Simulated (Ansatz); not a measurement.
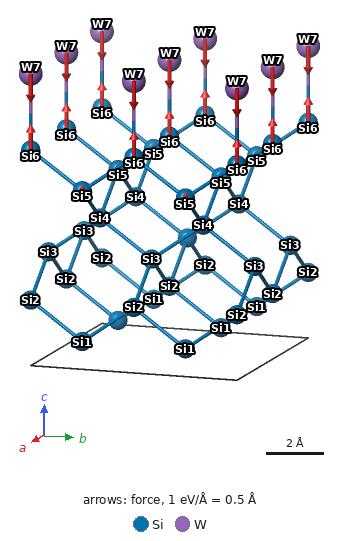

Starting geometry of a slab of composition Si6W (cut from the Fd-3m phase) with the computed forces as red arrows. The picture is a ball-and-stick view of the 2 × 2 repeat of the cell, outlined in the plane, without the vacuum, seen slightly off an axis.

Case: W put at a top Si site. The slab is the (1 0 0) face of Si with W on it. 3 atoms are held fixed.

Method: Ansatz 0.2.0, DFT PBEsol, scalar-relativistic, plane waves, PAW.

Input
```yaml
crystal:
  lattice:
    - [3.8417168269, 0.0, 0.0]
    - [0.0, 3.8417168269, 0.0]
    - [0.0, 0.0, 25.7912600493]
  atoms:
    - { symbol: Si, position: [0.0, 0.5, 0.3295690084] }
    - { symbol: Si, position: [0.0, 0.0, 0.3822322752] }
    - { symbol: Si, position: [0.5, 0.0, 0.4348955421] }
    - { symbol: Si, position: [0.5, 0.5, 0.4872505138] }
    - { symbol: Si, position: [0.0, 0.5, 0.5400001627] }
    - { symbol: Si, position: [0.0, 0.0, 0.5916358922] }
    - { symbol: W, position: [0.0, 0.0, 0.6978734313], spin: 4.0 }
basis:
  ecutwfc: 420
kpoints:
  mp_grid: { grid: [8, 8, 1] }
hamiltonian:
  xc: pbesol
scf:
  occupations: { method: gaussian, width: 0.05 }
output:
  forces: true
  eigenvalues: true
  populations: true
  write_density: true
  write_potential: true
  elf: true
  volumetric_format: npy
magnetization:
  spin_polarized: true
relax:
  adjacent_minimum: "off"
  f_tol: 0.03
  max_steps: 70
  constraints: [{ sites: [0, 1, 2] }]
efield:
  axis: 3
  dipole_correction: true
  ramp_width: 0.04
```

Launched with:
```bash
ansatz run input.yaml --threads 1 --pin off --max-ram 2560MiB --backend cpu --events-out ev --progress --plain --runs-dir out
```

Question: What follows when this structure is relaxed?

Answer: It isn't relaxed: the largest force vector, on W7, is 2.12 eV/Å. The final displacements follow the starting forces only in part (cosine between the two patterns 0.75). Over 4 accepted moves (5 points after the start) the energy falls by 0.575 eV per cell of the calculation. The largest force component goes from 2.1 to 0.012 eV/Å. 1 step only repeated the SCF at the same geometry. W7 moves most: 0.40 Å along the normal (−c). Largest moves by element: W 0.40 Å, Si 0.01 Å. The cell doesn't change. Among the contacts that change: Si6–W7 2.740 → 2.337 Å, Si4–Si5 2.354 → 2.361 Å, Si5–Si6 2.337 → 2.332 Å. Cost: 5.3 min on 1 thread of Arm Neoverse V2, with other jobs on the host, peak memory 0.8 GiB.

Limits of the set-up: the periodic images lie only 3.8 Å apart, so the values are limited by the cell's size.
